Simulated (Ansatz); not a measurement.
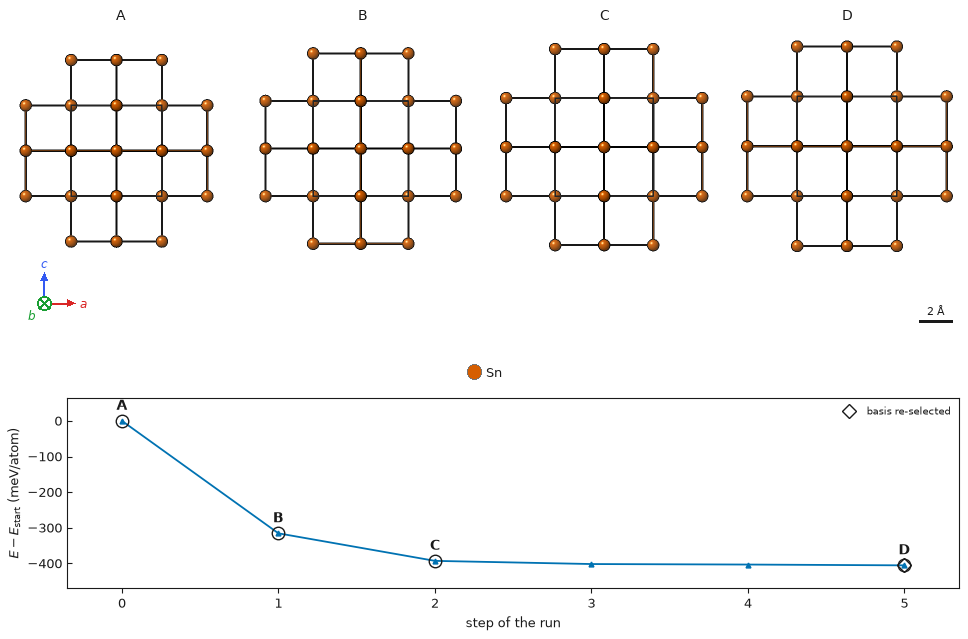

Frames of a relaxation of solid Sn (a generated structure, set up in Pm-3m) (coarse preliminary run), marked on the history of the run. Style: ball-and-stick. Shown: the cell of the calculation, along the b axis.

Method: Ansatz, DFT PBE, scalar-relativistic, plane waves, PAW.

The input:
```yaml
crystal:
  lattice:
    - [5.56, 0.0, 0.0]
    - [0.0, 5.56, 0.0]
    - [0.0, 0.0, 5.56]
  atoms:
    - { symbol: Sn, position: [0.5, 0.5, 0.0] }
    - { symbol: Sn, position: [0.0, 0.5, 0.5] }
    - { symbol: Sn, position: [0.5, 0.0, 0.5] }
    - { symbol: Sn, position: [0.5, 0.5, 0.5] }
    - { symbol: Sn, position: [0.5, 0.0, 0.0] }
    - { symbol: Sn, position: [0.0, 0.5, 0.0] }
    - { symbol: Sn, position: [0.0, 0.0, 0.5] }
basis:
  ecutwfc: 420
kpoints:
  mp_grid: { grid: [4, 4, 4] }
hamiltonian:
  xc: pbe
scf:
  occupations: { method: gaussian, width: 0.1 }
  lower_state_search: "off"
output:
  forces: true
  stress: true
  eigenvalues: true
relax:
  adjacent_minimum: "off"
  f_tol: 0.04
  max_steps: 70
  cell: { stress_tol: 0.4 }
```

Launched with:
```bash
ansatz run input.yaml --threads 1 --pin off --max-ram 2560MiB --backend cpu --events-out ev --progress --plain --runs-dir out
```

Describe the path.

The atoms keep their places relative to the cell (all moves are under 0.005 Å). Cell: a = b = c 5.560 → 6.108 Å (+9.9 %). Volume +32.6 %. Some distances before and after: Sn1–Sn4 2.780 → 3.054 Å. The space group stays Pm-3m (No. 221). Over 4 accepted moves (5 points after the start) the energy falls by 405 meV per atom. All forces vanish by symmetry, so only the cell relaxes. Pressure: 21.10 GPa at the start and 0.05 GPa at the end. At 1 point the geometry stayed and the basis and grid were re-selected for the new cell (energy shift of 2.2 meV per atom at most each time). Cost: 47 s on 1 thread of Arm Neoverse V1 (shared host), peak memory 0.48 GiB. From step 0 to 1: volume +15.3 %, energy −316 meV per atom. From step 1 to 2: volume +9.3 %, energy −77.2 meV per atom. From step 2 to 5: volume +5.1 %, energy −12.6 meV per atom.
